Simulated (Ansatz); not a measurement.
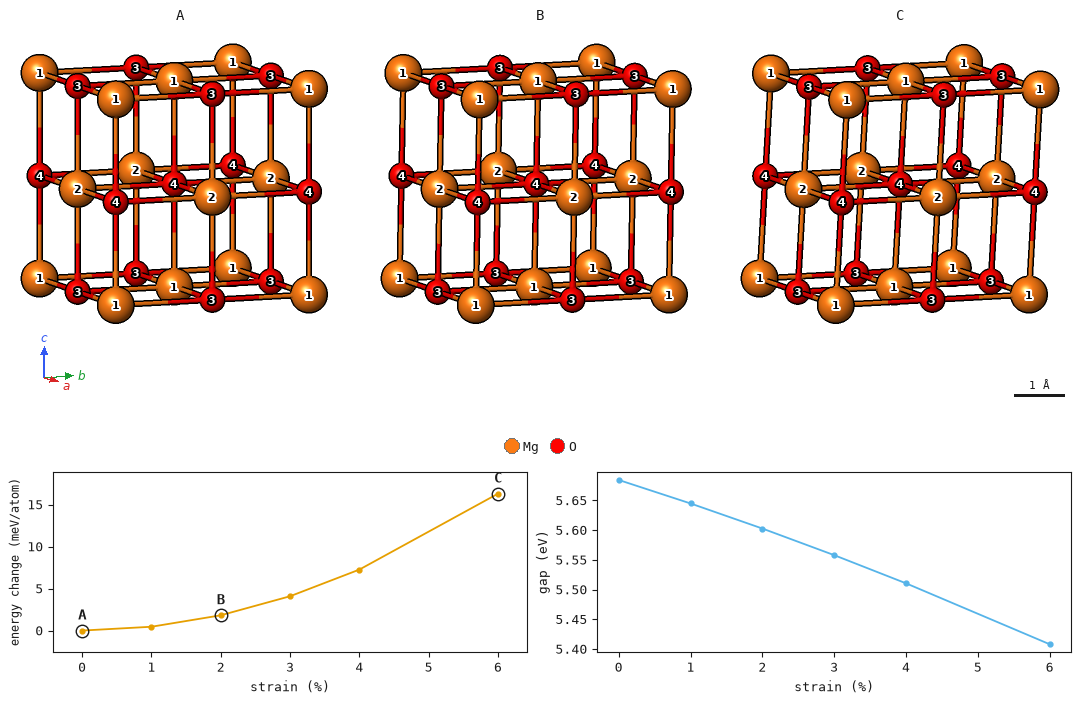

Members of a series of calculations on crystalline MgO (set up in Fm-3m), marked on the first curve. A ball-and-stick model of the conventional cell (2 times the calculation's cell), seen slightly off an axis. Lengths and directions refer to the drawn axes.

All numbers below come from DFT r2SCAN, scalar-relativistic, plane waves, PAW in Ansatz. Settings: plane-wave cutoff 500 eV; k-point mesh 8 × 8 × 6; occupations gaussian; smearing width 0.02 eV; no spin polarisation.

Question: Which kind of strain is it, and how does the structure respond?

Answer: Shear of c along a, cell held, atoms relaxed. A (strain 0.0 %): energy change 0.0 meV/atom, volume 9.29 Å³ per atom, gap 5.68 eV. B (strain 2.0 %): energy change 1.8 meV/atom, volume 9.29 Å³ per atom, gap 5.60 eV. C (strain 6.0 %): energy change 16.3 meV/atom, volume 9.29 Å³ per atom, gap 5.41 eV. The rest compares A with C. The drawn cell changes at constant volume: a = b unchanged at 4.204 Å, c 4.204 → 4.212 Å (+0.2 %), α 90.0° → 87.6°, β 90.0° → 87.6°. 
